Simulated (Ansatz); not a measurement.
## Two runs on Ti

System: Ti (I4/mmm, 1 atom in the cell).
Method of the first run: DFT PBE, scalar-relativistic, plane waves, PAW, PAW set soft_1, no spin polarisation (Ansatz 0.2.0).

The structure derives from an entry of the Crystallography Open Database. Text and figures count atoms from 1; the logs count them from 0 in places.

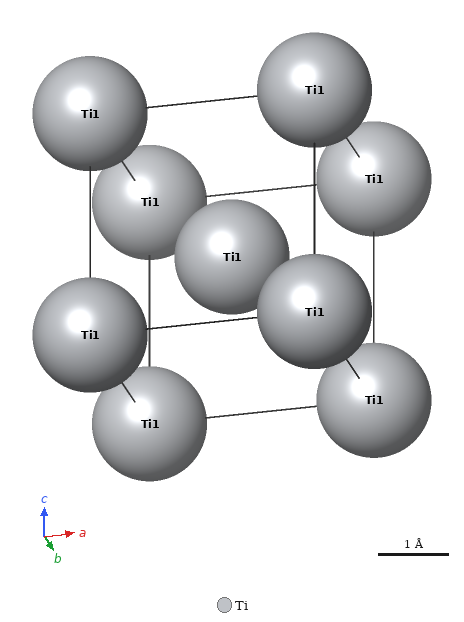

**Figure 1.** The structure as given in the input (spheres-only view of the cell 2 times as large as that of the calculation, set on its symmetry axes, seen at an oblique angle; atoms are numbered from 1 in the order of the input).

**The input, the first run**
```yaml
crystal:
  lattice:
    - [0.0, 2.3665164302, 1.7377330147]
    - [2.3665164302, 0.0, 1.7377330147]
    - [2.3665164302, 2.3665164302, 0.0]
  atoms:
    - { symbol: Ti, position: [0.0, 0.0, 0.0] }
basis:
  ecutwfc: 520.0
kpoints:
  mp_grid: { grid: [20, 20, 20] }
hamiltonian:
  xc: pbe
  pseudopotentials: { kind: paw, azcp: { folder: soft_1 } }
scf:
  occupations: { method: gaussian, width: 0.15 }
output:
  forces: true
  stress: true
  eigenvalues: true
  write_density: true
  write_potential: true
  elf: true
  volumetric_format: npy
```

Command:
```bash
ansatz run input.yaml --threads 1 --pin off --max-ram 2048MiB --backend cpu --events-out ev --progress --plain --runs-dir out
```

Hardware: 1 thread of Arm Neoverse N1, 98 GiB of memory available, shared host.

**Output, shortened to warnings, some set-up lines, iterations and results (the first run)**
```
Basis set: ecut = 520 eV, 539 PW (Γ), exchange–correlation on 48×48×50 points (8 copies of the dense FFT grid, shifted against one another)
Symmetry: 16 space group operations
k-points: 641 of 8000
Initial density: superposition of atomic densities (chi_scale 0.1, normalization cell)
[...]
SCF iter   1: F=—  HF=-2499.690306 eV  |F-HF|=—  |Δ(HF+E_count)|=         —  Δρ=5.57e-2  dr2=6.92e-1  ethr=3.10e-3  ⟨swp⟩=4.4  Hψ=33685  notcnv=0
SCF iter   2: F=—  HF=-2499.532360 eV  |F-HF|=—  |Δ(HF+E_count)|=   1.58e-1  Δρ=2.50e-2  dr2=9.99e-2  ethr=3.10e-3  ⟨swp⟩=2.9  Hψ=17844  notcnv=0  defer=37
SCF iter   3: F=—  HF=-2499.496675 eV  |F-HF|=—  |Δ(HF+E_count)|=   3.57e-2  Δρ=3.92e-3  dr2=2.46e-3  ethr=8.32e-4  ⟨swp⟩=3.0  Hψ=12754  notcnv=0  defer=37
SCF iter   4: F=—  HF=-2499.495517 eV  |F-HF|=—  |Δ(HF+E_count)|=   1.16e-3  Δρ=6.91e-4  dr2=5.66e-5  ethr=2.05e-5  ⟨swp⟩=2.0  Hψ=9345  notcnv=0  defer=37
SCF iter   5: F=—  HF=-2499.495501 eV  |F-HF|=—  |Δ(HF+E_count)|=   1.59e-5  Δρ=6.36e-5  dr2=4.73e-7  ethr=4.72e-7  ⟨swp⟩=2.8  Hψ=10749  notcnv=0  defer=37
SCF iter   6: F=-2499.495501 eV  HF=-2499.495501 eV  |F-HF|=1.21e-9  |Δ(HF+E_count)|=   6.63e-8  Δρ=4.01e-6  dr2=1.22e-9  ethr=8.33e-10  ⟨swp⟩=7.9  Hψ=39370  notcnv=0
SCF 1 converged in 6 iterations: F = -2499.495501 eV  dr2 = 1.22e-9
SCF converged after 6 iterations
Free energy (F): -2499.495501 eV
Harris-Foulkes:  -2499.495501 eV  (|F-HF|=1.21e-9)
Internal energy: -2499.464373 eV  (E = F + TS)
E sigma→0 (E₀):  -2499.479937 eV
Entropy (-TS):   -0.031128 eV (-31.128 meV/atom)
Fermi energy:    11.369278 eV
--- Per-component energies (eV) ---
  E_band       = -179.584251
  E_kinetic    = 278.518266
  E_local      = -935.106472  (includes V_loc(G=0)·N_el)
  E_nonlocal   = 60.338160
  E_hartree    = 366.939307
  E_xc         = -115.110651
  E_vxc        = -144.033383  (∫ρ·V_xc dr)
  E_paw        = -1041.780092  (= ΣΔE_a)
  E_vpaw       = -173.180410  (= ΣTr[D̂ρ^β])
  E_aug_tail   = -0.000029  (compensation charges beyond the density's cutoff)
  E_ewald      = -1113.262861
  E_smearing   = -0.031128  (= −TS)
  E_closure    = 0.000000  (closes the sum)
  Σ components = -2499.495501   (vs F -2499.495501, Δ=0.00e0)
--- Forces (eV/Å), atoms counted from 1 ---
  atom   1  Ti    -0.00000000     0.00000000     0.00000000
  max |Σ_I F_I| component: 1.85e-32 eV/Å
--- Stress (GPa, compression-positive) ---
      -10.631988       0.000000       0.000000
        0.000000     -10.631988       0.000000
        0.000000       0.000000      -9.649404
  P = ⅓ Tr σ = -10.3045 GPa (-103.045 kbar)
```

For the second run the input was changed thus:
```diff
-  occupations: { method: gaussian, width: 0.15 }
+  occupations: { method: tetrahedron }
-  write_density: true
-  write_potential: true
-  elf: true
-  volumetric_format: npy
```

Predict how the results change.

The total energy of the second run is 0.41 meV per atom lower, which comes with the changed settings and measures no stability. The pressure goes from −10.30 to −10.49 GPa. The number of SCF iterations is the same.

**Output, shortened to warnings, some set-up lines, iterations and results (the second run)**
```
Warning: output.forces, output.stress, relax.cell or npt_langevin: where a Kohn–Sham band that disperses or a degenerate level is filled in part under the method tetrahedron, the forces or the stress that this run publishes need not agree with its energy (scf.occupations.method in the input reference, under Limitations); prefer a smearing scheme for the forces or the stress
Basis set: ecut = 520 eV, 539 PW (Γ), exchange–correlation on 48×48×50 points (8 copies of the dense FFT grid, shifted against one another)
Symmetry: 16 space group operations
k-points: 641 of 8000
Initial density: superposition of atomic densities (chi_scale 0.1, normalization cell)
[...]
SCF iter   1: F=—  HF=-2499.675183 eV  |F-HF|=—  |Δ(HF+E_count)|=         —  Δρ=5.58e-2  dr2=6.96e-1  ethr=3.10e-3  ⟨swp⟩=4.4  Hψ=33235  notcnv=0
SCF iter   2: F=—  HF=-2499.517558 eV  |F-HF|=—  |Δ(HF+E_count)|=   1.58e-1  Δρ=2.51e-2  dr2=1.01e-1  ethr=3.10e-3  ⟨swp⟩=2.9  Hψ=17771  notcnv=0  defer=103
SCF iter   3: F=—  HF=-2499.481507 eV  |F-HF|=—  |Δ(HF+E_count)|=   3.61e-2  Δρ=3.90e-3  dr2=2.49e-3  ethr=8.42e-4  ⟨swp⟩=3.1  Hψ=12695  notcnv=0  defer=103
SCF iter   4: F=—  HF=-2499.480371 eV  |F-HF|=—  |Δ(HF+E_count)|=   1.14e-3  Δρ=6.96e-4  dr2=5.84e-5  ethr=2.07e-5  ⟨swp⟩=2.1  Hψ=9823  notcnv=0  defer=103
SCF iter   5: F=—  HF=-2499.480348 eV  |F-HF|=—  |Δ(HF+E_count)|=   2.37e-5  Δρ=5.85e-5  dr2=3.29e-7  ethr=4.86e-7  ⟨swp⟩=3.1  Hψ=12787  notcnv=0  defer=103
SCF iter   6: F=-2499.480348 eV  HF=-2499.480348 eV  |F-HF|=3.21e-9  |Δ(HF+E_count)|=   5.08e-7  Δρ=6.64e-6  dr2=4.11e-9  ethr=8.33e-10  ⟨swp⟩=4.5  Hψ=19875  notcnv=0
SCF 1 converged in 6 iterations: F = -2499.480348 eV  dr2 = 4.11e-9
SCF converged after 6 iterations
Stability not checked: this state was not tested for a lower state beside it, because cold or Methfessel-Paxton smearing, or corrected tetrahedra, fill the levels in a way that the test cannot read (fill_not_monotonic; see scf.lower_state_search)
Free energy (F): -2499.480348 eV
Harris-Foulkes:  -2499.480348 eV  (|F-HF|=3.21e-9)
Internal energy: -2499.480346 eV  (E = F + TS)
E sigma→0 (E₀):  -2499.480348 eV
Entropy (-TS):   -0.000003 eV (-0.003 meV/atom)
Fermi energy:    11.367563 eV
--- Per-component energies (eV) ---
  E_band       = -179.622268
  E_kinetic    = 278.499750
  E_local      = -935.074812  (includes V_loc(G=0)·N_el)
  E_nonlocal   = 60.327854
  E_hartree    = 366.915882
  E_xc         = -115.110971
  E_vxc        = -144.033820  (∫ρ·V_xc dr)
  E_paw        = -1041.775157  (= ΣΔE_a)
  E_vpaw       = -173.174080  (= ΣTr[D̂ρ^β])
  E_aug_tail   = -0.000029  (compensation charges beyond the density's cutoff)
  E_ewald      = -1113.262861
  E_smearing   = -0.000003  (= −TS)
  E_closure    = -0.000000  (closes the sum)
  Σ components = -2499.480348   (vs F -2499.480348, Δ=0.00e0)
--- Forces (eV/Å), atoms counted from 1 ---
  atom   1  Ti    -0.00000000     0.00000000     0.00000000
  max |Σ_I F_I| component: 3.08e-32 eV/Å
--- Stress (GPa, compression-positive) ---
      -10.744050       0.000000       0.000000
        0.000000     -10.744050       0.000000
        0.000000       0.000000      -9.968460
  P = ⅓ Tr σ = -10.4855 GPa (-104.855 kbar)
```

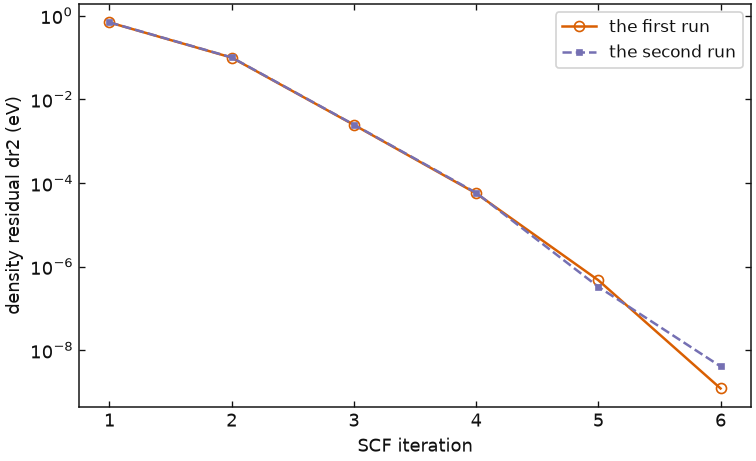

**Figure 2.** Convergence of the two runs: density residual dr2 against the SCF iteration. The first run takes 6 iterations in all, and the second run takes 6.

**The two runs side by side**

| quantity | the first run | the second run |
| --- | --- | --- |
| outcome | converged | converged |
| free energy per atom (eV) | −2499.4955 | −2499.4803 |
| energy per atom, smearing taken to zero (eV) | −2499.4799 | −2499.4803 |
| gap on the mesh (eV) | 0.00 | 0.00 |
| pressure (GPa) | −10.30 | −10.49 |
| largest force (eV/Å) | 0.000 | 0.000 |
| SCF iterations | 6 | 6 |
| irreducible k-points | 641 | 641 |
| plane waves at Γ | 539 | 539 |
| wall time (shared host) | 21 s | 16 s |

For the first run: The cell is under a tension of 10.3 GPa at this level, so it is not at its equilibrium volume. For the second run: Warnings: forces and stress from tetrahedron occupations may miss the slope of the energy. The cell is under a tension of 10.5 GPa at this level, so it is not at its equilibrium volume.
